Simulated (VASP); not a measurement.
# Geometry relaxation, with input and output: TiN (part 1 of 2)

System: TiN (Fm-3m, 2 atoms in the cell).
Method: Kohn-Sham DFT of a periodic cell, LDA, VASP PAW LDA potentials, recommended, no spin polarisation (VASP 6.6.1).

The structure derives from an entry of the Crystallography Open Database.

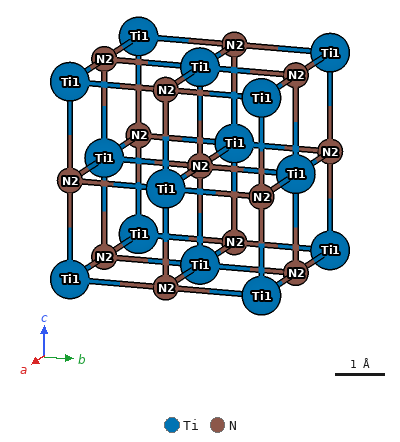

**Figure 1.** The input geometry (ball-and-stick view of the cell 4 times as large as that of the calculation, set on its symmetry axes, seen slightly off an axis; atoms are numbered from 1 in the order of the input).

### INCAR
```
SYSTEM = TiN
PREC = Accurate
ENCUT = 600
EDIFF = 1E-6
ISMEAR = 1
SIGMA = 0.1
LREAL = .False.
LASPH = .True.
NELM = 80
ALGO = Normal
ISIF = 3
LWAVE = .False.
LCHARG = .False.
GGA = CA
IBRION = 2
NSW = 90
EDIFFG = -0.01
```

### KPOINTS
```
Automatic mesh
0
Gamma
  16 16 16
  0 0 0
```

### POSCAR
```
TiN
1.0
    0.0000000000      2.1190000000      2.1190000000
    2.1190000000      0.0000000000      2.1190000000
    2.1190000000      2.1190000000      0.0000000000
Ti N
1 1
Direct
    0.0000000000      0.0000000000      0.0000000000
    0.5000000000      0.5000000000      0.5000000000
```

Launch command:
```bash
cat potpaw_LDA.64/Ti_sv/POTCAR potpaw_LDA.64/N/POTCAR > POTCAR
mpirun -np 1 vasp_std > vasp.out
```

### OSZICAR
```
N       E                     dE             d eps       ncg     rms          rms(c)
DAV:   1     0.151187660827E+03    0.15119E+03   -0.97126E+03  3484   0.185E+03
DAV:   2    -0.133608134145E+02   -0.16455E+03   -0.15763E+03  3664   0.441E+02
DAV:   3    -0.260673984432E+02   -0.12707E+02   -0.12357E+02  4248   0.119E+02
DAV:   4    -0.267295740618E+02   -0.66218E+00   -0.65879E+00  4992   0.247E+01
DAV:   5    -0.267457107838E+02   -0.16137E-01   -0.16135E-01  4352   0.350E+00    0.179E+01
DAV:   6    -0.220624889437E+02    0.46832E+01   -0.32159E+01  4240   0.712E+01    0.675E+00
DAV:   7    -0.216906164407E+02    0.37187E+00   -0.36083E+00  4160   0.241E+01    0.468E+00
DAV:   8    -0.217700712084E+02   -0.79455E-01   -0.12842E+00  3840   0.159E+01    0.404E+00
DAV:   9    -0.216438767382E+02    0.12619E+00   -0.34170E-01  3816   0.874E+00    0.102E+00
DAV:  10    -0.216416093860E+02    0.22674E-02   -0.87683E-02  3784   0.428E+00    0.704E-01
DAV:  11    -0.216390524331E+02    0.25570E-02   -0.10863E-02  3848   0.145E+00    0.157E-01
DAV:  12    -0.216389243629E+02    0.12807E-03   -0.11665E-03  5224   0.518E-01    0.453E-02
DAV:  13    -0.216389138543E+02    0.10509E-04   -0.10794E-04  4252   0.132E-01    0.145E-02
DAV:  14    -0.216389134599E+02    0.39442E-06   -0.84176E-06  3888   0.313E-02
   1 F= -.21638913E+02 E0= -.21638448E+02  d E =-.216389E+02
       N       E                     dE             d eps       ncg     rms          rms(c)
DAV:   1    -0.235584425869E+02   -0.19195E+01   -0.52241E+01  3516   0.114E+02    0.139E+01
DAV:   2    -0.217452356548E+02    0.18132E+01   -0.55173E+00  4328   0.418E+01    0.376E+00
DAV:   3    -0.215327035014E+02    0.21253E+00   -0.10308E+00  4152   0.902E+00    0.983E-01
DAV:   4    -0.215413024847E+02   -0.85990E-02   -0.25082E-01  3960   0.609E+00    0.920E-01
DAV:   5    -0.215661682947E+02   -0.24866E-01   -0.40684E-02  5360   0.205E+00    0.454E-01
DAV:   6    -0.215781871678E+02   -0.12019E-01   -0.12172E-02  3864   0.995E-01    0.458E-01
DAV:   7    -0.215844714520E+02   -0.62843E-02   -0.12654E-02  5324   0.110E+00    0.743E-02
DAV:   8    -0.215849374230E+02   -0.46597E-03   -0.85476E-04  4708   0.249E-01    0.178E-02
DAV:   9    -0.215849655799E+02   -0.28157E-04   -0.81489E-05  4532   0.606E-02    0.128E-02
DAV:  10    -0.215849766024E+02   -0.11022E-04   -0.39389E-05  4224   0.497E-02    0.175E-03
DAV:  11    -0.215849770681E+02   -0.46567E-06   -0.46610E-06  3396   0.183E-02
   2 F= -.21584977E+02 E0= -.21584481E+02  d E =0.539364E-01
       N       E                     dE             d eps       ncg     rms          rms(c)
DAV:   1    -0.224544542536E+02   -0.86948E+00   -0.20309E+01  3500   0.775E+01    0.896E+00
DAV:   2    -0.217383894637E+02    0.71606E+00   -0.34864E+00  3716   0.300E+01    0.242E+00
DAV:   3    -0.216436966654E+02    0.94693E-01   -0.61539E-01  4172   0.737E+00    0.856E-01
DAV:   4    -0.216502542865E+02   -0.65576E-02   -0.15142E-01  3820   0.444E+00    0.558E-01
DAV:   5    -0.216647250034E+02   -0.14471E-01   -0.23745E-02  5444   0.131E+00    0.376E-01
DAV:   6    -0.216679274349E+02   -0.32024E-02   -0.17808E-03  3976   0.331E-01    0.280E-01
DAV:   7    -0.216729843028E+02   -0.50569E-02   -0.85356E-03  5488   0.609E-01    0.756E-02
DAV:   8    -0.216731620299E+02   -0.17773E-03   -0.66133E-04  3828   0.206E-01    0.209E-02
DAV:   9    -0.216731853029E+02   -0.23273E-04   -0.74490E-05  5312   0.665E-02    0.750E-03
DAV:  10    -0.216731863131E+02   -0.10102E-05   -0.19328E-06  2964   0.127E-02    0.268E-03
DAV:  11    -0.216731864779E+02   -0.16481E-06   -0.36380E-07  1768   0.707E-03
   3 F= -.21673186E+02 E0= -.21672704E+02  d E =-.342730E-01
       N       E                     dE             d eps       ncg     rms          rms(c)
DAV:   1    -0.216733248067E+02   -0.13849E-03   -0.32673E-03  3512   0.940E-01    0.109E-01
DAV:   2    -0.216732101162E+02    0.11469E-03   -0.45716E-04  3664   0.355E-01    0.297E-02
DAV:   3    -0.216731964781E+02    0.13638E-04   -0.85093E-05  4084   0.834E-02    0.106E-02
DAV:   4    -0.216731969391E+02   -0.46096E-06   -0.24990E-05  3932   0.586E-02    0.735E-03
DAV:   5    -0.216731984411E+02   -0.15020E-05   -0.25008E-06  3640   0.160E-02    0.487E-03
DAV:   6    -0.216731997338E+02   -0.12927E-05   -0.18658E-06  2908   0.963E-03    0.437E-03
DAV:   7    -0.216732002129E+02   -0.47909E-06   -0.10317E-06  2428   0.113E-02
   4 F= -.21673200E+02 E0= -.21672717E+02  d E =-.342868E-01
```

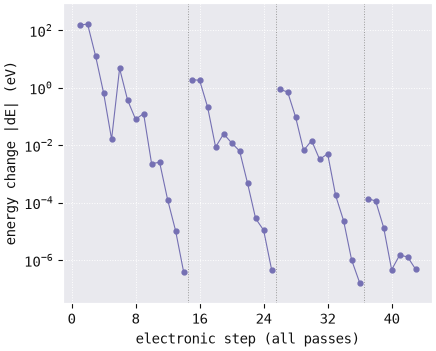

**Figure 2.** Convergence of the self-consistent field: energy change |dE| against the electronic step. Each stretch between dotted lines is the SCF of one geometry step of a relaxation. The 4 ionic steps take 7 to 14 electronic steps each. The density is held fixed in the first few steps, and dE rises again when its update begins.

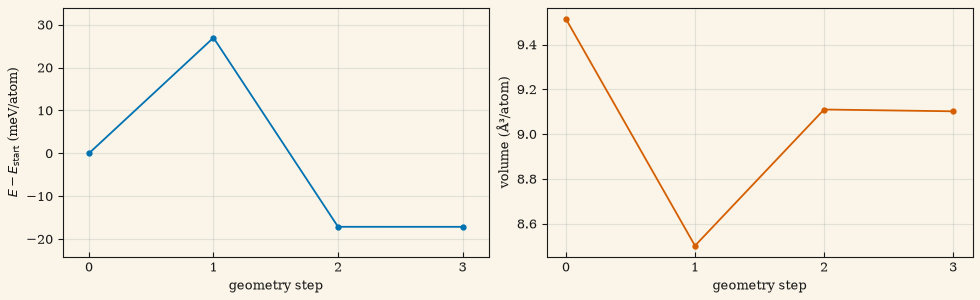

**Figure 3.** Progress of the relaxation, step by step (steps are counted from 0).

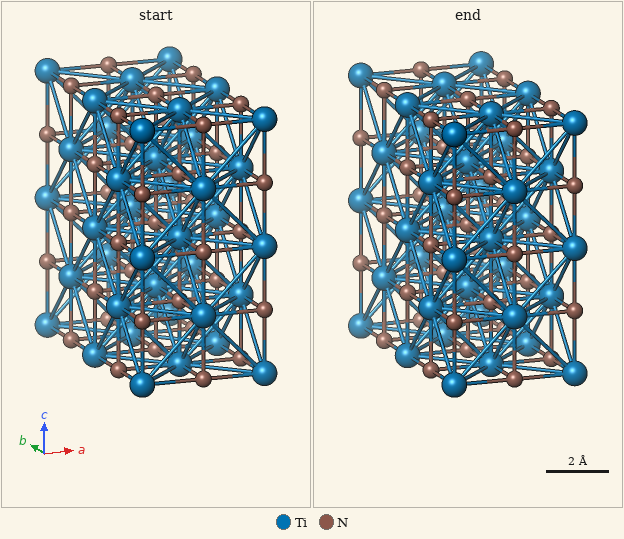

**Figure 4.** Before (left) and after (right) the relaxation, at one scale (ball-and-stick view of the cell 4 times as large as that of the calculation, set on its symmetry axes, repeated 1 × 2 × 2, seen slightly off an axis). After 3 geometry steps the energy has fallen by 17.1 meV per atom. All forces vanish by symmetry, so only the cell relaxes. No atom moves by more than 0.005 Å relative to the cell. The drawn cell changes as follows: a = b = c 4.238 → 4.176 Å (−1.5 %); the volume changes by −4.3 %. Among the contacts that change: Ti1–Ti1 2.997 → 2.953 Å, Ti1–N2 2.119 → 2.088 Å. The space group stays Fm-3m (No. 225). (Atoms are counted from 1 in the order of the input.)

### Parts of OUTCAR
```
SYSTEM = TiN
   PREC = Accurate
   ENCUT = 600
   EDIFF = 1E-6
   ISMEAR = 1
   LREAL = .False.
   LASPH = .True.
   NELM = 80
   ISIF = 3
   GGA = CA
   IBRION = 2
   NSW = 90
   EDIFFG = -0.01

 ion  position               nearest neighbor table
   1  0.000  0.000  0.000-   2 2.12   2 2.12   2 2.12   2 2.12   2 2.12   2 2.12
   2  0.500  0.500  0.500-   1 2.12   1 2.12   1 2.12   1 2.12   1 2.12   1 2.12

  LATTYP: Found a face centered cubic cell.
 ALAT       =     4.2380000000

  Lattice vectors:

 A1 = (   0.0000000000,   2.1190000000,   2.1190000000)
 A2 = (   2.1190000000,   0.0000000000,   2.1190000000)
 A3 = (   2.1190000000,   2.1190000000,   0.0000000000)

Analysis of symmetry for initial positions (statically):
=====================================================================
 Subroutine PRICEL returns:
 Original cell was already a primitive cell.

 Routine SETGRP: Setting up the symmetry group for a
 face centered cubic supercell.

 Subroutine GETGRP returns: Found 48 space group operations
 (whereof 48 operations were pure point group operations)
 out of a pool of 48 trial point group operations.

The static configuration has the point symmetry O_h .

Analysis of symmetry for dynamics (positions and initial velocities):
=====================================================================
 Subroutine PRICEL returns:
 Original cell was already a primitive cell.

 Routine SETGRP: Setting up the symmetry group for a
 face centered cubic supercell.

 Subroutine GETGRP returns: Found 48 space group operations
 (whereof 48 operations were pure point group operations)
 out of a pool of 48 trial point group operations.

The dynamic configuration has the point symmetry O_h .

 Subroutine INISYM returns: Found 48 space group operations
 (whereof 48 operations are pure point group operations),
 and found     1 'primitive' translations

----------------------------------------------------------------------------------------

                                     Primitive cell

  volume of cell :      19.0293

  direct lattice vectors                    reciprocal lattice vectors
     0.000000000  2.119000000  2.119000000    -0.235960359  0.235960359  0.235960359
     2.119000000  0.000000000  2.119000000     0.235960359 -0.235960359  0.235960359
     2.119000000  2.119000000  0.000000000     0.235960359  0.235960359 -0.235960359

  length of vectors
     2.996718539  2.996718539  2.996718539     0.408695330  0.408695330  0.408695330

  position of ions in fractional coordinates (direct lattice)
     0.000000000  0.000000000  0.000000000
     0.500000000  0.500000000  0.500000000

  ion indices of the primitive-cell ions
   primitive index   ion index
                 1           1
                 2           2

----------------------------------------------------------------------------------------

 KPOINTS: Automatic mesh

Automatic generation of k-mesh.
 Grid dimensions read from file:
 generate k-points for:   16   16   16

 Generating k-lattice:

  Cartesian coordinates                     Fractional coordinates (reciprocal lattice)
    -0.014747522  0.014747522  0.014747522     0.062500000  0.000000000  0.000000000
     0.014747522 -0.014747522  0.014747522     0.000000000  0.062500000  0.000000000
     0.014747522  0.014747522 -0.014747522     0.000000000  0.000000000  0.062500000

  Length of vectors
     0.025543458  0.025543458  0.025543458

  Shift w.r.t. Gamma in fractional coordinates (k-lattice)
     0.000000000  0.000000000  0.000000000

 Subroutine IBZKPT returns following result:
 ===========================================

 Found    145 irreducible k-points:

 Following reciprocal coordinates:
            Coordinates               Weight
  0.000000  0.000000  0.000000      1.000000
  0.062500  0.000000  0.000000      8.000000
  0.125000  0.000000  0.000000      8.000000
  0.187500  0.000000  0.000000      8.000000
  0.250000  0.000000  0.000000      8.000000
  0.312500  0.000000  0.000000      8.000000
  0.375000  0.000000  0.000000      8.000000
  0.437500  0.000000  0.000000      8.000000
  0.500000  0.000000  0.000000      4.000000
  0.062500  0.062500  0.000000      6.000000
  0.125000  0.062500  0.000000     24.000000
  0.187500  0.062500  0.000000     24.000000
  0.250000  0.062500  0.000000     24.000000
  0.312500  0.062500  0.000000     24.000000
  0.375000  0.062500  0.000000     24.000000
  0.437500  0.062500  0.000000     24.000000
  0.500000  0.062500  0.000000     24.000000
 -0.437500  0.062500  0.000000     24.000000
 -0.375000  0.062500  0.000000     24.000000
 -0.312500  0.062500  0.000000     24.000000
 -0.250000  0.062500  0.000000     24.000000
 -0.187500  0.062500  0.000000     24.000000
 -0.125000  0.062500  0.000000     24.000000
 -0.062500  0.062500  0.000000     12.000000
 [... further k-points ...]
   k-points           NKPTS =    145   k-points in BZ     NKDIM =    145   number of bands    NBANDS=     12
   number of dos      NEDOS =    301   number of ions     NIONS =      2
   total plane-waves  NPLWV =  13824
   dimension x,y,z NGX =    24 NGY =   24 NGZ =   24
   dimension x,y,z NGXF=    48 NGYF=   48 NGZF=   48
   ions per type =               1   1
   NGX,Y,Z   is equivalent  to a cutoff of  13.31, 13.31, 13.31 a.u.
   NGXF,Y,Z  is equivalent  to a cutoff of  26.63, 26.63, 26.63 a.u.
 SYSTEM =  TiN
   PREC   = accura    normal or accurate (medium, high low for compatibility)
   ISTART =      0    job   : 0-new  1-cont  2-samecut
   ICHARG =      2    charge: 1-file 2-atom 10-const
   ISPIN  =      1    spin polarized calculation?
   LNONCOLLINEAR =      F non collinear calculations
   LSORBIT =      F    spin-orbit coupling
   LASPH  =      T    aspherical Exc in radial PAW
   ENCUT  =  600.0 eV  44.10 Ry    6.64 a.u.   5.99  5.99  5.99*2*pi/ulx,y,z
   NELM   =     80;   NELMIN=  2; NELMDL= -5     # of ELM steps
   EDIFF  = 0.1E-05   stopping-criterion for ELM
   LREAL  =      F    real-space projection
   EDIFFG = -.1E-01   stopping-criterion for IOM
   NSW    =     90    number of steps for IOM
   IBRION =      2    ionic relax: 0-MD 1-quasi-New 2-CG
   NFREE  =      1    steps in history (QN), initial steepest desc. (CG)
   ISIF   =      3    stress and relaxation
   ISYM   =      2    0-nonsym 1-usesym 2-fastsym
   POTIM  = 0.5000    time-step for ionic-motion
   TEBEG  =    0.0;   TEEND  =   0.0 temperature during run
   PSTRESS=    0.0 pullay stress
   NELECT =      17.0000    total number of electrons
   NUPDOWN=      -1.0000    fix difference up-down
   EMIN   =  10.00;   EMAX   =-10.00  energy-range for DOS
   EFERMI =   0.00;   METHOD = LEGACY
   ISMEAR =     1;   SIGMA  =   0.10  broadening in eV -4-tet -1-fermi 0-gaus
   EFERMI_NEDOS =   21; number of points for ismear=-14 and -15
   IALGO  =     38    algorithm
   IMIX   =      4    mixing-type and parameters
     AMIX     =   0.40;   BMIX     =  1.00
     AMIX_MAG =   1.60;   BMIX_MAG =  1.00
  volume/ion in A,a.u.               =       9.51        64.21
  Fermi-wavevector in a.u.,A,eV,Ry     =   1.576704  2.979539 33.824024  2.485996
  Thomas-Fermi vector in A             =   2.677497
   LORBIT       =      0    0 simple, 1 ext, 2 COOP (PROOUT), +10 PAW based schemes
   GGA     = CA    functional components
   LHFCALC =     F    Hartree Fock is set to
   AEXX    =    0.0000 exact exchange contribution
   IVDW    =     0    specifies the selected vdW correction
   LEPSILON=     F    determine dielectric tensor
   LRPA    =     F    only Hartree local field effects (RPA)
 conjugate gradient relaxation of ions
 non-spin polarized calculation
 Methfessel and Paxton  Order N= 1 SIGMA  =   0.10
  energy-cutoff  :      600.00
  volume of cell :       19.03
 maximum number of plane-waves:       652
   NGX = 11   NGY = 11   NGZ = 11

--------------------------------------- Ionic step        1  -------------------------------------------

 number of electron      17.0000002 magnetization
```
